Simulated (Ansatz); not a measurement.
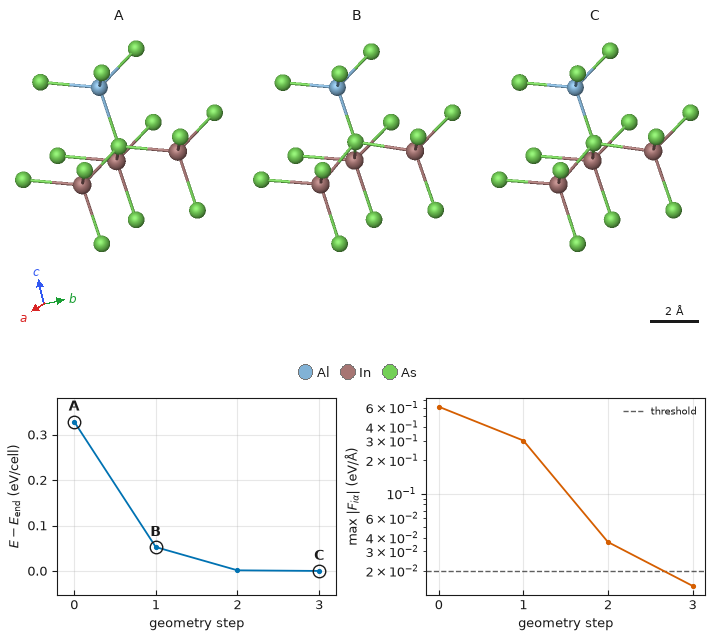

Frames of a relaxation of a defect cell of composition AlIn26As27, marked on the history of the run. The picture is a ball-and-stick view of the atoms within 5.0 Å of the atom that moves most (axes of the cell of the calculation), seen slightly off an axis.

Level of theory: DFT, PBE, plane-wave PAW, default files, scalar-relativistic, frozen cores (Ansatz). (plane-wave cutoff 420 eV; k-point mesh 2 × 2 × 2; occupations fermi dirac; smearing width 0.01 eV; no spin polarisation; potentials kind: paw, frozen_core: stored; atoms relaxed in a fixed cell; force threshold 0.02 eV/Å; at most 50 steps)

### What happens along the run?

The largest moves, 0.14 Å, are those of As atoms. By element the largest moves are As 0.14 Å, In 0.03 Å. Al stays in place. The cell doesn't change. Some distances before and after: Al–As 2.623 → 2.480 Å, As–In 2.623 → 2.646 Å. Among the angles between lasting bonds that change: As–In–As 109.5° → 112.8°, In–As–In 109.5° → 106.7°, Al–As–In 109.5° → 112.1°. The energy falls by 0.329 eV per cell of the calculation in 3 geometry steps. Largest force component: 0.61 eV/Å at the start, 0.015 eV/Å at the end. From step 0 to 1: As atoms move most (0.20 Å), energy −0.276 eV per cell of the calculation. From step 1 to 3: As atoms move most (0.05 Å), energy −52.5 meV per cell of the calculation.

```
step  E − E(0), meV/atom  largest force component, eV/Å
   0                0.00                         0.6115
   1               -5.11                         0.3022
   2               -6.06                         0.0365
   3               -6.09                         0.0146
```
